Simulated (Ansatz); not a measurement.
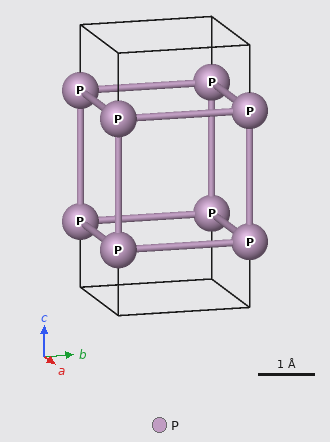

The structure (ball-and-stick view of the cell of the calculation, seen slightly off an axis). An atom can appear more than once, as a periodic image.

# Run report: P, single-point calculation

- system: P (2 atoms in the cell)
- method: DFT r2SCAN, scalar-relativistic, plane waves, PAW, no spin polarisation (Ansatz 0.2.0)

The structure derives from a Materials Project entry.

Log
```
Engine: ansatz 0.2.0, x86_64-unknown-linux-gnu
Pseudopotentials: kind: paw
Pseudopotential: P, paw, valence charge 5, recommended cutoff 500 eV (meta_gga), P.paw.azcp
Functional definition: r2SCAN
  parameter k0 = 0.174
  parameter k1 = 0.065
  parameter a1 = 4.9479
  exchange = r2scan_x(k0 = k0, k1 = k1, a1 = a1)
  correlation = r2scan_c
Crystal: 2 atoms, lattice volume = 28.941 Å³
Basis set: ecut = 500 eV, 733 PW (Γ), exchange–correlation on 72×72×144 points (64 copies of the dense FFT grid, shifted against one another)
Bands: 9, of which v1, the nominal top of the filled ones, is band 5 counted from 1 (4 counted from 0)
Symmetry: 4 space group operations
Space group: P2/m (ITA 10), of the structure as read, at distance tolerance 3.1e-5 Å
k-points: 1898 of 6912
Non-local potential: P, projectors of the file, l = 0: 2, l = 1: 2, l = 2: 2
PAW form: soft (Blöchl's): semilocal exchange-correlation on the pseudo side does not see the compensation charge
PAW frozen core: P, regenerated for the run's functional (the file was generated under x = pbe(κ = 0.804, μ = 0.2195149727645171), c = pbe(β = 0.06672455060314922))
PAW one-centre angular grid: P, 302 points (default); XC on 160 Gauss nodes
Initial density: superposition of atomic densities (neutral atoms: chi_scale 0, normalization atom), corrected by the library's trained network
Initial wavefunctions: pseudopotential atomic-orbital guess
Functional: x = r2scan, c = r2scan; τ floored in thin density (d = 2e-4 eV/Å³)
SCF iter   1: F=—  HF=-1517.980540 eV  |F-HF|=—  |Δ(HF+E_count)|=         —  Δρ=5.67e-3  dr2=4.83e-3  dr2_τ=1.15e-2  ethr=1.77e-3  ⟨swp⟩=6.0  Hψ=140089  notcnv=0
preconditioner: auto → none  [metal: Δε(μ)=0.004 eV  Ē_g=12.232 eV  σ=0.150 eV  W_gap=0.02  n_scr=2 (ndim 8)  ℏωp=21.8 eV  f_vac=0.000  D(μ)=0.64/eV (n_scr^D=2)  sad-step TF]
SCF iter   2: F=—  HF=-1518.028919 eV  |F-HF|=—  |Δ(HF+E_count)|=   4.84e-2  Δρ=3.99e-3  dr2=2.49e-3  dr2_τ=6.74e-5  ethr=4.83e-5  ⟨swp⟩=2.0  Hψ=48865  notcnv=0  defer=368
SCF iter   3: F=—  HF=-1518.029875 eV  |F-HF|=—  |Δ(HF+E_count)|=   9.56e-4  Δρ=5.73e-4  dr2=1.08e-4  dr2_τ=7.33e-6  ethr=2.49e-5  ⟨swp⟩=2.0  Hψ=26190  notcnv=0  defer=368
SCF iter   4: F=—  HF=-1518.029903 eV  |F-HF|=—  |Δ(HF+E_count)|=   2.82e-5  Δρ=3.13e-4  dr2=2.44e-5  dr2_τ=2.36e-6  ethr=1.08e-6  ⟨swp⟩=2.0  Hψ=23920  notcnv=0  defer=368
SCF iter   5: F=—  HF=-1518.029924 eV  |F-HF|=—  |Δ(HF+E_count)|=   2.12e-5  Δρ=5.31e-5  dr2=3.17e-6  dr2_τ=3.98e-8  ethr=2.44e-7  ⟨swp⟩=2.6  Hψ=25739  notcnv=0  defer=368
SCF iter   6: F=—  HF=-1518.029923 eV  |F-HF|=—  |Δ(HF+E_count)|=   1.04e-6  Δρ=4.07e-5  dr2=4.58e-7  dr2_τ=1.01e-8  ethr=3.17e-8  ⟨swp⟩=2.0  Hψ=21750  notcnv=0  defer=368
SCF iter   7: F=-1518.029923 eV  HF=-1518.029923 eV  |F-HF|=9.90e-10  |Δ(HF+E_count)|=   1.76e-7  Δρ=1.69e-6  dr2=2.62e-10  dr2_τ=4.63e-11  ethr=1.00e-9  ⟨swp⟩=10.8  Hψ=129627  notcnv=0
SCF 1 converged in 7 iterations: F = -1518.029923 eV  dr2 = 2.62e-10
  greatest PAW one-centre occupation: 0.796 electrons in one spin orbital (limit 2), on the P atom at site 1 (counted from 0), in its partial waves of l = 0
SCF converged after 7 iterations
Free energy (F): -1518.029923 eV
Harris-Foulkes:  -1518.029923 eV  (|F-HF|=9.90e-10)
Internal energy: -1518.022637 eV  (E = F + TS)
E sigma→0 (E₀):  -1518.026280 eV
Entropy (-TS):   -0.007286 eV (-3.643 meV/atom)
Fermi energy:    11.136653 eV
--- Per-component energies (eV) ---
  E_band       = 39.959596
  E_kinetic    = 143.231203
  E_local      = -49.054810  (includes V_loc(G=0)·N_el)
  E_nonlocal   = 65.238965
  E_hartree    = 11.270582
  E_xc         = -118.160464
  E_vxc        = -132.681985  (∫ρ·V_xc dr)
  E_paw        = -1151.252774  (= ΣΔE_a)
  E_vpaw       = -15.475065  (= ΣTr[D̂ρ^β])
  E_aug_tail   = 0.000001  (compensation charges beyond the density's cutoff)
  E_vtau       = 6.160124  (kinetic-family band-sum trace: ∫τ·v_τ [+ j·A + Jᵃ·Aᵃ] dr)
  E_ewald      = -419.113656
  E_core_change = -0.181684  (= ΣΔE_core)
  E_smearing   = -0.007286  (= −TS)
  E_closure    = -0.000000  (closes the sum)
  Σ components = -1518.029923   (vs F -1518.029923, Δ=0.00e0)
--- Forces (eV/Å), atoms counted from 1 ---
  atom   1  P      0.00000997     0.00000000    -0.00367277
  atom   2  P     -0.00000997     0.00000000     0.00367277
  max |Σ_I F_I| component: 0.00e0 eV/Å
--- Stress (GPa, compression-positive) ---
       -0.771026       0.000000      -0.014658
        0.000000      -0.791780       0.000000
       -0.014658       0.000000       0.764359
  P = ⅓ Tr σ = -0.2661 GPa (-2.661 kbar)
--- Band table (eV; the first three rows and the last of 1898) ---
  k-point 0: bands = ["-6.3051", "-1.5256", "1.9481", "16.2394", "16.2436", "16.9368", "18.0460", "18.2159", "19.4542"]
  k-point 1: bands = ["-6.2621", "-1.7735", "2.2764", "15.8339", "16.2740", "16.2782", "18.0799", "19.2527", "19.3500"]
  k-point 2: bands = ["-6.1333", "-2.3383", "3.0820", "14.2555", "16.3775", "16.3816", "18.1810", "19.0705", "19.0746"]
  k-point 1897: bands = ["4.5640", "4.6072", "6.6850", "6.6869", "6.7090", "6.7109", "13.7149", "13.7348", "16.0760"]
```

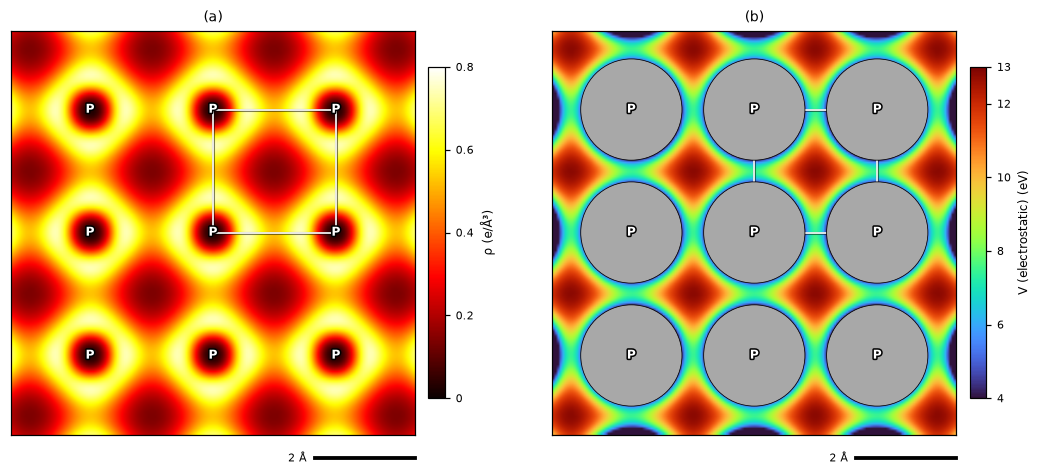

(a) valence electron density; (b) electrostatic potential energy of an electron on the (001) plane of the calculation cell. Grey discs, where drawn, cover atomic cores. P–P (2.45 Å): ρ is about 0.53 e/Å³ halfway. Away from the nuclei the density in this plane falls to 0.14 e/Å³ at its lowest. Outside the cores the potential energy rises away from the atoms and is highest about 1.7 Å from the nearest atoms; outside the discs it spans about 8 eV, and its zero is arbitrary. In a PAW calculation such maps are meaningful between the atoms, not at the nuclei.

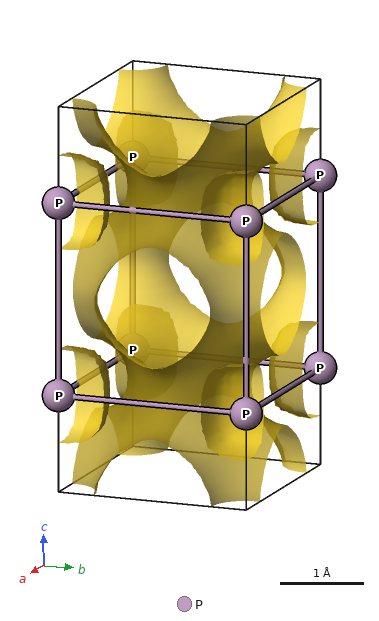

Isosurface of the electron localisation function at 0.65 (yellow), seen slightly off an axis. Only the valence region is drawn (cores and ρ < 0.01 e/Å³ removed). Sticks mark near contacts. The outline is the calculation cell.

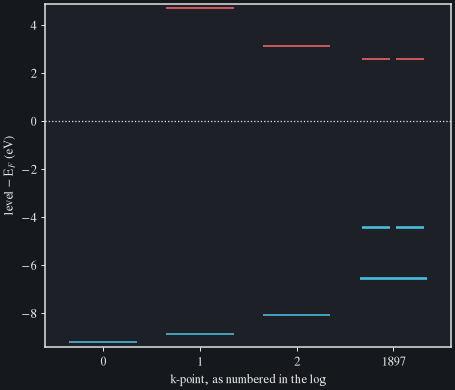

Kohn–Sham levels near the Fermi level (dotted) at the few k-points that the log prints; levels within 0.02 eV of each other stand side by side. The system is metallic on the full mesh.

The run was set up as follows.

The input
```yaml
crystal:
  lattice:
    - [2.449273222, 0.0, 0.0053518576]
    - [0.0, 2.4495099386, 0.0]
    - [-0.0098099552, 0.0, 4.8238977321]
  atoms:
    - { symbol: P, position: [1.97e-07, 0.0, 0.2503787736] }
    - { symbol: P, position: [0.999999803, 0.0, 0.7496212264] }
basis:
  ecutwfc: 500
kpoints:
  mp_grid: { grid: [24, 24, 12] }
hamiltonian:
  xc: r2scan
scf:
  occupations: { method: gaussian, width: 0.15 }
output:
  forces: true
  stress: true
  eigenvalues: true
  write_density: true
  write_potential: true
  elf: true
  volumetric_format: npy
```

Run as:
```bash
ansatz run input.yaml --threads 1 --pin off --max-ram 2560MiB --backend cpu --events-out ev --progress --plain --runs-dir out
```

Results in brief

| quantity | value |
| --- | --- |
| outcome | converged |
| space group (tolerance 0.01 Å) | P4/mmm (123) |
| electrons treated | 10 |
| free energy | −1518.0299 eV |
| Fermi energy | 11.137 eV |
| gap on the k-point mesh | none (metallic) |
| pressure | −0.27 GPa |
| largest force (length of the vector) | 0.004 eV/Å |
| hardware | 1 thread of Intel Xeon @ 2.70GHz, 189 GiB of memory available, shared host |
| wall time | 68 s |
| peak memory | 0.92 GiB |
